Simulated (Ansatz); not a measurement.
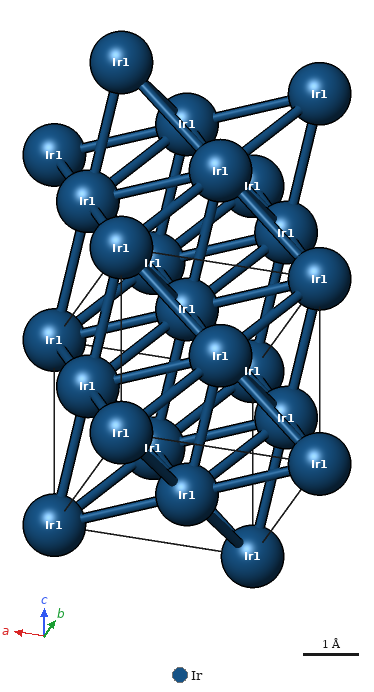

Reference structure: solid Ir (set up in Fm-3m). Style: ball-and-stick. Shown: the conventional cell (4 times the calculation's cell), repeated 1 × 1 × 2 with one cell outlined, from a free direction. Lengths and directions refer to the drawn axes.

Computed with Ansatz 0.2.0, DFT r2SCAN, scalar-relativistic, plane waves, PAW. (plane-wave cutoff 500 eV; occupations gaussian; smearing width 0.1 eV; no spin polarisation) The k-mesh is chosen for each cell (18×18×18, 20×20×20).

Now this is done to it. The crystal is put under a hydrostatic pressure of 90 GPa. Cell and atoms are relaxed at that pressure.

Predict the response.

Answer. Energy change: +499 meV per atom. (The two runs use different k-meshes.) Pressure: 0.0 GPa before, 89.9 GPa after. Both are metals. Cell: a = b = c 3.844 → 3.645 Å (−5.2 %). Volume −14.8 %. No atom moves by more than 0.005 Å relative to the cell. Some distances before and after: Ir–Ir 2.718 → 2.577 Å. The space group stays Fm-3m (No. 225).

The changed structure in the same view:

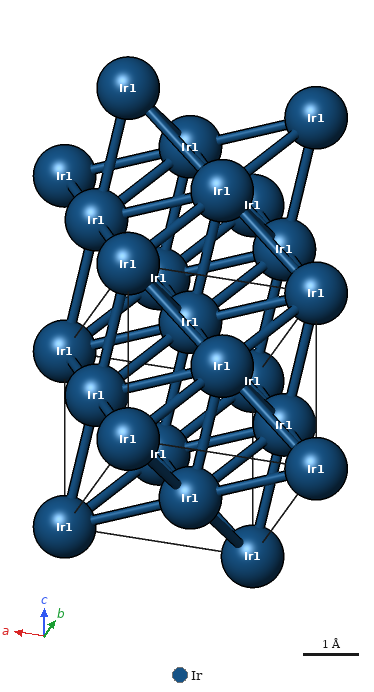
